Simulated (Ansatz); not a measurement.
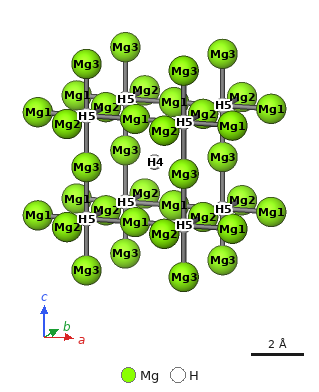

Starting structure of crystalline Mg₃H₂ (a generated structure, set up in Pm-3m) (coarse preliminary run). Style: ball-and-stick. Shown: the cell of the calculation, slightly off an axis.

These are results of DFT PBE, scalar-relativistic, plane waves, PAW in Ansatz, not measurements.

Input
```yaml
crystal:
  lattice:
    - [4.05624644, 0.0, 0.0]
    - [0.0, 4.05624644, 0.0]
    - [0.0, 0.0, 4.05624644]
  atoms:
    - { symbol: Mg, position: [0.5, 0.0, 0.0] }
    - { symbol: Mg, position: [0.0, 0.5, 0.0] }
    - { symbol: Mg, position: [0.0, 0.0, 0.5] }
    - { symbol: H, position: [0.5, 0.5, 0.5] }
    - { symbol: H, position: [0.0, 0.0, 0.0] }
basis:
  ecutwfc: 420
kpoints:
  mp_grid: { grid: [4, 4, 4] }
hamiltonian:
  xc: pbe
scf:
  occupations: { method: gaussian, width: 0.1 }
  lower_state_search: "off"
output:
  forces: true
  stress: true
  eigenvalues: true
relax:
  adjacent_minimum: "off"
  f_tol: 0.04
  max_steps: 70
  cell: { stress_tol: 0.4 }
```

Command:
```bash
ansatz run input.yaml --threads 1 --pin off --max-ram 2048MiB --backend cpu --events-out ev --progress --plain --runs-dir out
```

### Where does the relaxation end?

Over 3 accepted moves (4 points after the start) the energy falls by 88.6 meV per atom. All forces vanish by symmetry, so only the cell relaxes. The pressure goes from 10.50 to 0.09 GPa. At 1 point the geometry stayed and the basis and grid were re-selected for the new cell (energy shift of 1.7 meV per atom at most each time). No atom moves by more than 0.005 Å relative to the cell. The drawn cell changes as follows: a = b = c 4.056 → 4.353 Å (+7.3 %); the volume changes by +23.6 %. Among the contacts that change: Mg1–H5 2.028 → 2.176 Å. The space group stays Pm-3m (No. 221). Cost: 6.3 s on 1 thread of Intel(R) Xeon(R) Platinum 8259CL CPU @ 2.50GHz (Skylake/Cascade Lake) (shared host), peak memory 0.42 GiB.

The structure at the end:

```
CELL_PARAMETERS angstrom
4.35252 0.00000 0.00000
0.00000 4.35252 0.00000
0.00000 0.00000 4.35252
ATOMIC_POSITIONS crystal
Mg 0.50000 0.00000 0.00000
Mg 0.00000 0.50000 0.00000
Mg 0.00000 0.00000 0.50000
H 0.50000 0.50000 0.50000
H 0.00000 0.00000 0.00000
```

The end point in the same view:

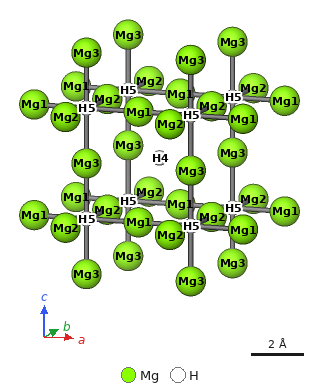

Limits of the set-up: the k-point mesh is coarse for a cell with partly filled bands.
